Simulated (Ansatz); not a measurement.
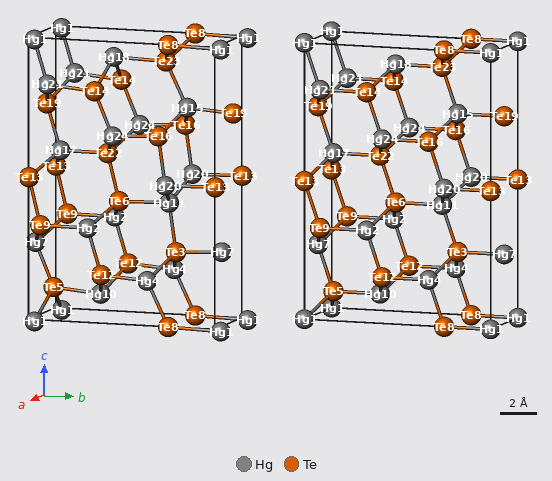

Two geometries of an interface cell of composition HgTe, drawn at one scale. One is the start of a relaxation, the other its converged end. A ball-and-stick model of the cell of the calculation, seen slightly off an axis.

Level of theory: DFT PBEsol, scalar-relativistic, plane waves, PAW in Ansatz. Set-up: plane-wave cutoff 420 eV; k-point mesh 8 × 4 × 2; occupations gaussian; smearing width 0.1 eV; no spin polarisation; cell relaxed at fixed a, b, alpha, beta, gamma; force threshold 0.02 eV/Å; at most 45 steps.

Q: Which of the two is the end point?

A: The left one is the relaxed one. Case: antiphase boundary on (2 1 1), species swapped. After 6 accepted moves (7 points after the start) the energy has fallen by 0.621 eV per cell of the calculation. The largest force component goes from 0.62 to 0.011 eV/Å. Pressure: 1.22 GPa at the start and 0.24 GPa at the end. At 1 point the geometry stayed and the basis and grid were re-selected for the new cell (energy shift of 3.0 meV per cell of the calculation at most each time). The largest moves relative to the cell, 0.39 Å, are those of Hg7 and Hg24. Hg7 goes along −b. By element the largest moves are Hg 0.39 Å, Te 0.36 Å. The drawn cell changes as follows: a unchanged at 4.603 Å, b unchanged at 11.275 Å, c 15.945 → 16.267 Å (+2.0 %); the volume changes by +2.0 %. Some distances before and after: Hg18–Te23 2.819 → 3.180 Å, Te13–Hg20 2.819 → 3.034 Å, Hg10–Hg18 2.819 → 2.673 Å, Hg11–Hg20 2.819 → 2.733 Å. Bond angles that change, for instance: Hg18–Te14–Hg21 109.5° → 93.9°, Hg20–Te16–Hg24 109.5° → 95.3°, Te5–Hg1–Te8 109.5° → 95.8°.
